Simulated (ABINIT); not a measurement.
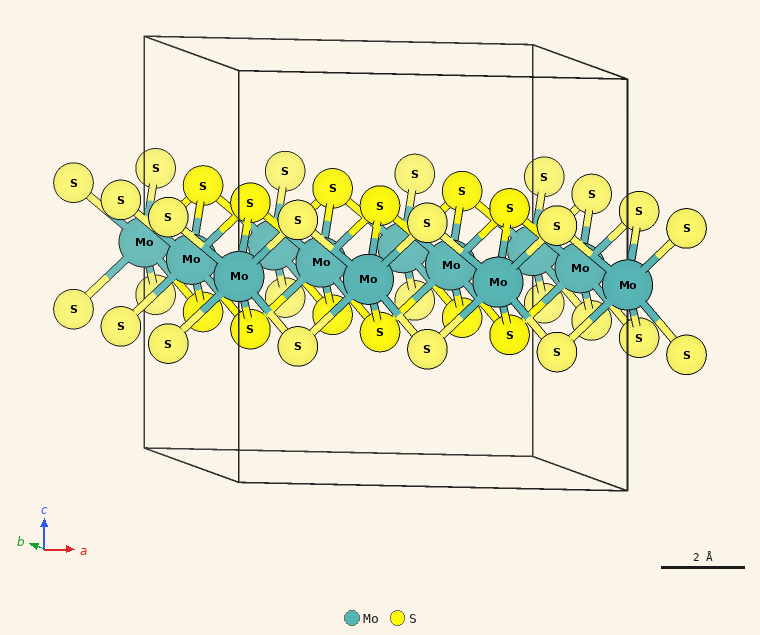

*The starting structure (ball-and-stick view of the 3 × 2 repeat of the cell, with the vacuum cut short, seen slightly off an axis; neighbours outside the cell are drawn fainter). An atom can appear more than once, as a periodic image.*

Near neighbours in the periodic cell (some may lie outside the picture): Mo has 6 S at 2.41 Å; S has 3 Mo at 2.41 Å.

## Run report: MoS2, geometry relaxation (part 1 of 4)

MoS2 (P-6m2, 3 atoms in the cell), computed with Kohn-Sham DFT of a periodic cell, LDA, HGH LDA, no spin polarisation (ABINIT 10.8.3).

The structure derives from a Materials Project entry.

The input
```
# Pseudopotentials
pp_dirpath "./"
pseudos "Mo.hgh, S.hgh"

# Structure
acell 6.0171262416 6.0171262416 32.7576463855
rprim
     1.0000000000     0.0000000000     0.0000000000
    -0.5000000000     0.8660254038     0.0000000000
     0.0000000000     0.0000000000     1.0000000000
ntypat 2
znucl 42 16
natom 3
typat 1 2 2
chkprim 0
chksymtnons 0
tolsym 1.0e-6
xred
            0.0            0.0            0.0
            1/3            2/3   0.9105070200
            1/3            2/3   0.0894929800

# Plane-wave basis
ecut 38.0
ecutsm 0.5

# k points
kptopt 1
ngkpt 8 8 2
nshiftk 1
shiftk 0.0 0.0 0.0

# Exchange and correlation
ixc 7

# Bands and occupations
nband 13
occopt 3
tsmear 0.05 eV

# SCF cycle
nstep 80
tolvrs 1.0e-12

# Output
iomode 3
prteig 0
prtebands 0
prtwf 0
prtden 0

# Relaxation
ionmov 2
optcell 2
ntime 50
tolmxf 2.0e-5
dilatmx 1.08
```

Command:
```bash
mpirun --bind-to none -np 4 abinit run.abi > log 2>&1
```

Log
```
.Version 10.8.3 of ABINIT
 Symmetries : space group P-6 m 2 (#187); Bravais hP (primitive hexag.)
================================================================================
 Values of the parameters that define the memory need of the present run
     intxc =       0    ionmov =       2      iscf =       7    lmnmax =       6
     lnmax =       6     mgfft =     200  mpssoang =       3    mqgrid =    9818
     natom =       3  nloc_mem =       1    nspden =       1   nspinor =       1
    nsppol =       1      nsym =      12    n1xccc =       0    ntypat =       2
    occopt =       3   xclevel =       1
       mpw =       14545          nfft =      320000          nkpt =          20
================================================================================
================================================================================

--------------------------------------------------------------------------------
------------- Echo of variables that govern the present computation ------------
--------------------------------------------------------------------------------
 -outvars: echo values of preprocessed input variables --------
            acell      6.0171262416E+00  6.0171262416E+00  3.2757646386E+01 Bohr
              amu      9.59400000E+01  3.20660000E+01
          chkprim           0
      chksymtnons           0
          dilatmx      1.08000000E+00
             ecut      3.80000000E+01 Hartree
           ecutsm      5.00000000E-01 Hartree
           ionmov           2
              ixc           7
         kptrlatt        8    0    0      0    8    0      0    0    2
          kptrlen      4.81370099E+01
            natom           3
            nband          13
            ngfft          40      40     200
             nkpt          20
            nstep          80
             nsym          12
            ntime          50
           ntypat           2
           occopt           3
          optcell           2
           prtden           0
        prtebands           0
           prteig           0
            prtwf           0
            rprim      1.0000000000E+00  0.0000000000E+00  0.0000000000E+00
                      -5.0000000000E-01  8.6602540380E-01  0.0000000000E+00
                       0.0000000000E+00  0.0000000000E+00  1.0000000000E+00
          spgroup         187
           tolmxf      2.00000000E-05
           tolsym      1.00000000E-06
           tolvrs      1.00000000E-12
           tsmear      1.83746611E-03 Hartree
            typat      1  2  2
           xangst      0.0000000000E+00  0.0000000000E+00  0.0000000000E+00
                      -5.8918168122E-17  1.8383560495E+00  1.5783274933E+01
                      -5.8918168122E-17  1.8383560495E+00  1.5513250056E+00
            xcart      0.0000000000E+00  0.0000000000E+00  0.0000000000E+00
                      -1.1133920159E-16  3.4739894554E+00  2.9826066993E+01
                      -1.1133920159E-16  3.4739894554E+00  2.9315793928E+00
             xred      0.0000000000E+00  0.0000000000E+00  0.0000000000E+00
                       3.3333333333E-01  6.6666666667E-01  9.1050702000E-01
                       3.3333333333E-01  6.6666666667E-01  8.9492980000E-02
            znucl       42.00000   16.00000

================================================================================

 chkinp: Checking input parameters for consistency.

================================================================================
== DATASET  1 ==================================================================

--- !DatasetInfo
iteration_state: {dtset: 1, }
dimensions: {natom: 3, nkpt: 20, mband: 13, nsppol: 1, nspinor: 1, nspden: 1, mpw: 14545, }
cutoff_energies: {ecut:  38.0, pawecutdg:  -1.0, }
electrons: {nelect:   1.80000000E+01, charge:   0.00000000E+00, occopt:   3.00000000E+00, tsmear:   1.83746611E-03, }
meta: {optdriver: 0, ionmov: 2, optcell: 2, iscf: 7, paral_kgb: 0, }
...

 Exchange-correlation functional for the present dataset will be:
  LDA: Perdew-Wang 92 LSD fit to Ceperley-Alder data - ixc=7
  J.P.Perdew and Y.Wang, PRB 45, 13244 (1992)

 Real(R)+Recip(G) space primitive vectors, cartesian coordinates (Bohr,Bohr^-1):
 R(1)=  6.0171262  0.0000000  0.0000000  G(1)=  0.1661923  0.0959512  0.0000000
 R(2)= -3.0085631  5.2109842  0.0000000  G(2)=  0.0000000  0.1919023  0.0000000
 R(3)=  0.0000000  0.0000000 32.7576464  G(3)=  0.0000000  0.0000000  0.0305272
 Unit cell volume ucvol=  1.0271209E+03 bohr^3
 Angles (23,13,12)=  9.00000000E+01  9.00000000E+01  1.20000000E+02 degrees

 getcut: wavevector=  0.0000  0.0000  0.0000  ngfft=  40  40 200
         ecut(hartree)=     44.323   => boxcut(ratio)=   2.03721

--- Pseudopotential description ------------------------------------------------
- pspini: atom type   1  psp file is ./Mo.hgh
  42.00000   6.00000     10605                znucl, zion, pspdat
    3    1    2    0      2001   0.00000      pspcod,pspxc,lmax,lloc,mmax,r2well

 pspatm : COMMENT -
  the projectors are not normalized,
  so that the KB energies are not consistent with
  definition in PRB44, 8503 (1991).
  However, this does not influence the results obtained hereafter.

- pspini: atom type   2  psp file is ./S.hgh
  16.00000   6.00000     10605                znucl, zion, pspdat
    3    1    1    0      2001   0.00000      pspcod,pspxc,lmax,lloc,mmax,r2well

 pspatm : COMMENT -
  the projectors are not normalized,
  so that the KB energies are not consistent with
  definition in PRB44, 8503 (1991).
  However, this does not influence the results obtained hereafter.

   1.06980322E+03                                ecore*ucvol(ha*bohr**3)
--------------------------------------------------------------------------------

================================================================================

=== [ionmov= 2] Broyden-Fletcher-Goldfarb-Shanno method (forces)
================================================================================

--- Iteration: ( 1/50) Internal Cycle: (1/1)
--------------------------------------------------------------------------------

---SELF-CONSISTENT-FIELD CONVERGENCE--------------------------------------------

--- !BeginCycle
iteration_state: {dtset: 1, itime: 1, icycle: 1, }
solver: {iscf: 7, nstep: 80, nline: 4, wfoptalg: 0, }
tolerances: {tolvrs: 1.00E-12, }
...

     iter   Etot(hartree)      deltaE(h)  residm     vres2
 ETOT  1  -28.385802163399    -2.839E+01 1.860E-01 1.582E+03
 ETOT  2  -28.258468366924     1.273E-01 4.655E-02 1.432E+04
 ETOT  3  -28.566648794930    -3.082E-01 2.499E-02 3.849E+03
 ETOT  4  -28.616921863486    -5.027E-02 1.084E-02 1.022E+03
 ETOT  5  -28.620306038377    -3.384E-03 5.677E-03 4.377E+02
 ETOT  6  -28.620550502435    -2.445E-04 4.613E-03 2.996E+02
 ETOT  7  -28.620995347082    -4.448E-04 3.609E-04 1.431E+02
 ETOT  8  -28.621007035241    -1.169E-05 2.631E-04 1.083E+02
 ETOT  9  -28.620971501992     3.553E-05 5.495E-03 8.341E+01
 ETOT 10  -28.621031500172    -6.000E-05 5.090E-04 4.762E+01
 ETOT 11  -28.621051307828    -1.981E-05 3.759E-05 8.493E+00
 ETOT 12  -28.621055448398    -4.141E-06 3.322E-06 3.333E-01
 ETOT 13  -28.621055885889    -4.375E-07 6.547E-07 3.337E-03
 ETOT 14  -28.621055888360    -2.472E-09 1.373E-07 1.692E-04
 ETOT 15  -28.621055889403    -1.043E-09 4.837E-08 1.363E-05
 ETOT 16  -28.621055889448    -4.461E-11 1.315E-08 7.918E-06
 ETOT 17  -28.621055889467    -1.891E-11 4.833E-09 4.720E-06
 ETOT 18  -28.621055889472    -5.123E-12 1.318E-09 6.684E-07
 ETOT 19  -28.621055889470     1.485E-12 4.872E-10 7.249E-09
 ETOT 20  -28.621055889471    -2.451E-13 1.327E-10 1.283E-10
 ETOT 21  -28.621055889467     3.602E-12 4.923E-11 5.931E-11
 ETOT 22  -28.621055889465     2.274E-12 1.343E-11 5.483E-11
 ETOT 23  -28.621055889459     6.196E-12 4.985E-12 3.321E-11
 ETOT 24  -28.621055889459    -7.532E-13 1.362E-12 8.763E-12
 ETOT 25  -28.621055889459    -1.066E-13 5.057E-13 1.364E-13

 At SCF step   25       vres2   =  1.36E-13 < tolvrs=  1.00E-12 =>converged.

 Cartesian components of stress tensor (hartree/bohr^3)
  sigma(1 1)=  4.97419672E-05  sigma(3 2)=  0.00000000E+00
  sigma(2 2)=  4.97419672E-05  sigma(3 1)=  0.00000000E+00
  sigma(3 3)=  1.09030052E-05  sigma(2 1)=  0.00000000E+00

--- !ResultsGS
iteration_state: {dtset: 1, itime: 1, icycle: 1, }
comment   : Summary of ground state results
lattice_vectors:
- [  6.0171262,   0.0000000,   0.0000000, ]
- [ -3.0085631,   5.2109842,   0.0000000, ]
- [  0.0000000,   0.0000000,  32.7576464, ]
lattice_lengths: [   6.01713,    6.01713,   32.75765, ]
lattice_angles: [ 90.000,  90.000, 120.000, ] # degrees, (23, 13, 12)
lattice_volume:   1.0271209E+03
convergence: {deltae: -1.066E-13, res2:  1.364E-13, residm:  5.057E-13, diffor: null, }
etotal    :  -2.86210559E+01
entropy   :   0.00000000E+00
fermie    :  -6.72110163E-02
cartesian_stress_tensor: # hartree/bohr^3
- [  4.97419672E-05,   0.00000000E+00,   0.00000000E+00, ]
- [  0.00000000E+00,   4.97419672E-05,   0.00000000E+00, ]
- [  0.00000000E+00,   0.00000000E+00,   1.09030052E-05, ]
pressure_GPa:  -1.0826E+00
xred      :
- [  0.0000E+00,   0.0000E+00,   0.0000E+00, Mo]
- [  3.3333E-01,   6.6667E-01,   9.1051E-01,  S]
- [  3.3333E-01,   6.6667E-01,   8.9493E-02,  S]
cartesian_forces: # hartree/bohr
- [ -0.00000000E+00,  -0.00000000E+00,  -0.00000000E+00, ]
- [ -0.00000000E+00,  -0.00000000E+00,   1.91240572E-03, ]
- [ -0.00000000E+00,  -0.00000000E+00,  -1.91240572E-03, ]
force_length_stats: {min:   0.00000000E+00, max:   1.91240572E-03, mean:   1.27493715E-03, }
...

 Integrated electronic density in atomic spheres:
 ------------------------------------------------
 Atom  Sphere_radius  Integrated_density
    1        2.00000          2.93267180
    2        2.00000          3.91050215
    3        2.00000          3.91050215

---OUTPUT-----------------------------------------------------------------------

 Cartesian coordinates (xcart) [bohr]
  0.00000000000000E+00  0.00000000000000E+00  0.00000000000000E+00
 -1.11339201591676E-16  3.47398945539814E+00  2.98260669926754E+01
 -1.11339201591676E-16  3.47398945539814E+00  2.93157939282462E+00
 Reduced coordinates (xred)
  0.00000000000000E+00  0.00000000000000E+00  0.00000000000000E+00
  3.33333333333333E-01  6.66666666666667E-01  9.10507020000000E-01
  3.33333333333333E-01  6.66666666666667E-01  8.94929800000000E-02
 Cartesian forces (fcart) [Ha/bohr]; max,rms= 1.91241E-03 9.01517E-04 (free atoms)
 -0.00000000000000E+00 -0.00000000000000E+00 -0.00000000000000E+00
 -0.00000000000000E+00 -0.00000000000000E+00  1.91240571783594E-03
 -0.00000000000000E+00 -0.00000000000000E+00 -1.91240571783594E-03
 Gradient of E wrt nuclear positions in reduced coordinates (gred)
  0.00000000000000E+00 -0.00000000000000E+00  0.00000000000000E+00
 -0.00000000000000E+00 -0.00000000000000E+00 -6.26459102504782E-02
  0.00000000000000E+00 -0.00000000000000E+00  6.26459102504782E-02
 Scale of Primitive Cell (acell) [bohr]
  6.01712624160000E+00  6.01712624160000E+00  3.27576463855000E+01
 Real space primitive translations (rprimd) [bohr]
  6.01712624160000E+00  0.00000000000000E+00  0.00000000000000E+00
 -3.00856312080000E+00  5.21098418309722E+00  0.00000000000000E+00
  0.00000000000000E+00  0.00000000000000E+00  3.27576463855000E+01
 Unitary Cell Volume (ucvol) [Bohr^3]=  1.02712090534197E+03
 Angles (23,13,12)= [degrees]
  9.00000000000000E+01  9.00000000000000E+01  1.19999999999554E+02
 Lengths [Bohr]
  6.01712624160000E+00  6.01712624168109E+00  3.27576463855000E+01
 Stress tensor in cartesian coordinates (strten) [Ha/bohr^3]
  4.97419672482388E-05  0.00000000000000E+00  0.00000000000000E+00
  0.00000000000000E+00  4.97419672100088E-05  0.00000000000000E+00
  0.00000000000000E+00  0.00000000000000E+00  1.09030052289276E-05
 Total energy (etotal) [Ha]= -2.86210558894595E+01

--- Iteration: ( 2/50) Internal Cycle: (1/1)
--------------------------------------------------------------------------------

---SELF-CONSISTENT-FIELD CONVERGENCE--------------------------------------------

--- !BeginCycle
iteration_state: {dtset: 1, itime: 2, icycle: 1, }
solver: {iscf: 7, nstep: 80, nline: 4, wfoptalg: 0, }
tolerances: {tolvrs: 1.00E-12, }
...

     iter   Etot(hartree)      deltaE(h)  residm     vres2
 ETOT  1  -28.614618672467    -2.861E+01 7.830E-02 8.422E+02
 ETOT  2  -28.617516202941    -2.898E-03 6.467E-05 1.569E+02
 ETOT  3  -28.620239534188    -2.723E-03 3.885E-05 3.208E+02
 ETOT  4  -28.620952049030    -7.125E-04 2.598E-06 2.104E+02
 ETOT  5  -28.621120362961    -1.683E-04 8.616E-07 1.367E+02
 ETOT  6  -28.621173454126    -5.309E-05 6.943E-07 7.757E+01
 ETOT  7  -28.621192785422    -1.933E-05 2.478E-07 3.612E+01
 ETOT  8  -28.621203658944    -1.087E-05 1.122E-07 1.196E+01
 ETOT  9  -28.621205113137    -1.454E-06 4.442E-08 1.984E+00
 ETOT 10  -28.621205500529    -3.874E-07 1.750E-08 9.713E-02
 ETOT 11  -28.621205498812     1.717E-09 9.916E-10 3.635E-03
 ETOT 12  -28.621205507716    -8.904E-09 4.316E-10 2.094E-05
 ETOT 13  -28.621205507711     4.952E-12 2.422E-11 9.571E-06
 ETOT 14  -28.621205507895    -1.848E-10 6.606E-12 1.147E-06
 ETOT 15  -28.621205507925    -2.954E-11 2.428E-13 7.685E-07
 ETOT 16  -28.621205507931    -5.809E-12 2.268E-14 3.999E-07
 ETOT 17  -28.621205507921     9.990E-12 8.743E-15 1.921E-07
 ETOT 18  -28.621205507911     1.029E-11 2.383E-15 9.679E-08
 ETOT 19  -28.621205507931    -2.045E-11 4.300E-16 4.932E-08
 ETOT 20  -28.621205507928     2.743E-12 3.441E-16 1.129E-08
 ETOT 21  -28.621205507923     5.048E-12 1.490E-16 2.393E-10
 ETOT 22  -28.621205507927    -3.542E-12 1.431E-17 8.606E-13

 At SCF step   22       vres2   =  8.61E-13 < tolvrs=  1.00E-12 =>converged.

 Cartesian components of stress tensor (hartree/bohr^3)
  sigma(1 1)=  4.29213795E-05  sigma(3 2)=  0.00000000E+00
  sigma(2 2)=  4.29213795E-05  sigma(3 1)=  0.00000000E+00
  sigma(3 3)=  4.40981833E-06  sigma(2 1)=  0.00000000E+00

--- !ResultsGS
iteration_state: {dtset: 1, itime: 2, icycle: 1, }
comment   : Summary of ground state results
lattice_vectors:
- [  6.0081471,   0.0000000,   0.0000000, ]
- [ -3.0040736,   5.2032080,   0.0000000, ]
- [  0.0000000,   0.0000000,  32.7469317, ]
lattice_lengths: [   6.00815,    6.00815,   32.74693, ]
lattice_angles: [ 90.000,  90.000, 120.000, ] # degrees, (23, 13, 12)
lattice_volume:   1.0237228E+03
convergence: {deltae: -3.542E-12, res2:  8.606E-13, residm:  1.431E-17, diffor: null, }
etotal    :  -2.86212055E+01
entropy   :   0.00000000E+00
fermie    :  -6.66270143E-02
cartesian_stress_tensor: # hartree/bohr^3
- [  4.29213795E-05,   0.00000000E+00,   0.00000000E+00, ]
- [  0.00000000E+00,   4.29213795E-05,   0.00000000E+00, ]
- [  0.00000000E+00,   0.00000000E+00,   4.40981833E-06, ]
pressure_GPa:  -8.8511E-01
xred      :
- [  0.0000E+00,   0.0000E+00,   0.0000E+00, Mo]
- [  3.3333E-01,   6.6667E-01,   9.1057E-01,  S]
- [  3.3333E-01,   6.6667E-01,   8.9435E-02,  S]
cartesian_forces: # hartree/bohr
- [ -5.97554213E-29,  -3.44998086E-29,  -0.00000000E+00, ]
- [  2.98777107E-29,   1.72499043E-29,   7.75363253E-04, ]
- [  2.98777107E-29,   1.72499043E-29,  -7.75363253E-04, ]
force_length_stats: {min:   6.89996172E-29, max:   7.75363253E-04, mean:   5.16908836E-04, }
...

 Integrated electronic density in atomic spheres:
 ------------------------------------------------
 Atom  Sphere_radius  Integrated_density
    1        2.00000          2.93284864
    2        2.00000          3.90870956
    3        2.00000          3.90870956

---OUTPUT-----------------------------------------------------------------------
```
